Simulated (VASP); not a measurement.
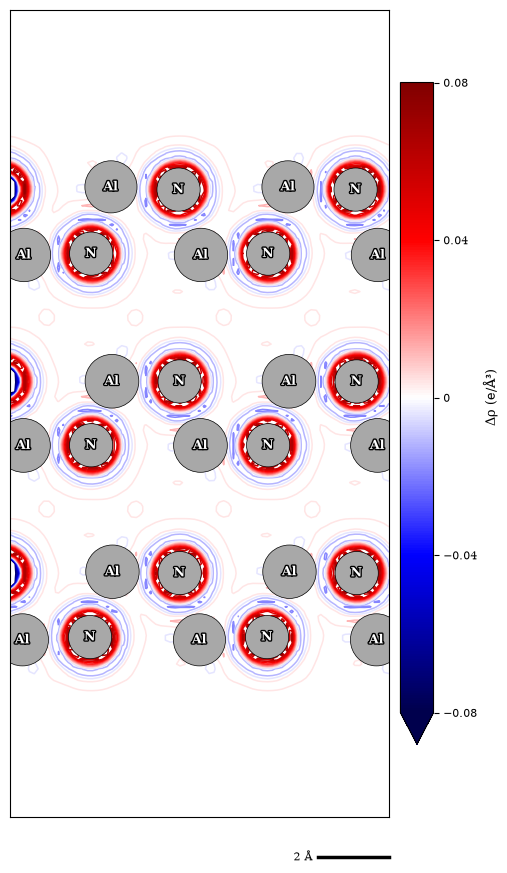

AlN (slab). Difference of the valence pseudo-densities of two functionals at the same geometry, on the (100) plane of the calculation cell, a cut from vacuum to vacuum: one of PBE and PBEsol less the other.

Both computed with VASP (plane waves, PAW), on the same k-point mesh. Grey discs cover the atomic cores.

```yaml
crystal:
  lattice:
    - [3.11300, 0.00000, 0.00000]
    - [0.00000, 4.98100, 0.00000]
    - [0.00000, 0.00000, 30.37833]
  atoms:
    - { symbol: Al, position: [0.00000, 0.02418, 0.27177] }
    - { symbol: Al, position: [0.50000, 0.49209, 0.29020] }
    - { symbol: Al, position: [0.50000, 0.00067, 0.35330] }
    - { symbol: Al, position: [0.00000, 0.49595, 0.38116] }
    - { symbol: Al, position: [0.00000, 0.99851, 0.44104] }
    - { symbol: Al, position: [0.50000, 0.49786, 0.47027] }
    - { symbol: Al, position: [0.50000, 0.99786, 0.52973] }
    - { symbol: Al, position: [0.00000, 0.49851, 0.55896] }
    - { symbol: Al, position: [0.00000, 0.99595, 0.61884] }
    - { symbol: Al, position: [0.50000, 0.50067, 0.64670] }
    - { symbol: Al, position: [0.50000, 0.99209, 0.70980] }
    - { symbol: Al, position: [0.00000, 0.52418, 0.72823] }
    - { symbol: N, position: [0.00000, 0.37669, 0.26454] }
    - { symbol: N, position: [0.50000, 0.87410, 0.29273] }
    - { symbol: N, position: [0.50000, 0.38039, 0.35206] }
    - { symbol: N, position: [0.00000, 0.87928, 0.38167] }
    - { symbol: N, position: [0.00000, 0.38018, 0.44079] }
    - { symbol: N, position: [0.50000, 0.88009, 0.47043] }
    - { symbol: N, position: [0.50000, 0.38009, 0.52957] }
    - { symbol: N, position: [0.00000, 0.88018, 0.55921] }
    - { symbol: N, position: [0.00000, 0.37928, 0.61833] }
    - { symbol: N, position: [0.50000, 0.88039, 0.64794] }
    - { symbol: N, position: [0.50000, 0.37410, 0.70727] }
    - { symbol: N, position: [0.00000, 0.87669, 0.73546] }
```

### Which was subtracted from which, and what does the map show?

It is PBEsol less PBE. Against PBE, PBEsol gives more density around N (+0.038 e/Å³ on average at 0.8 Å from the nucleus) and a change of −0.018 e/Å³ at the midpoint of Al–N and −0.019 e/Å³ at the midpoint of Al–N.
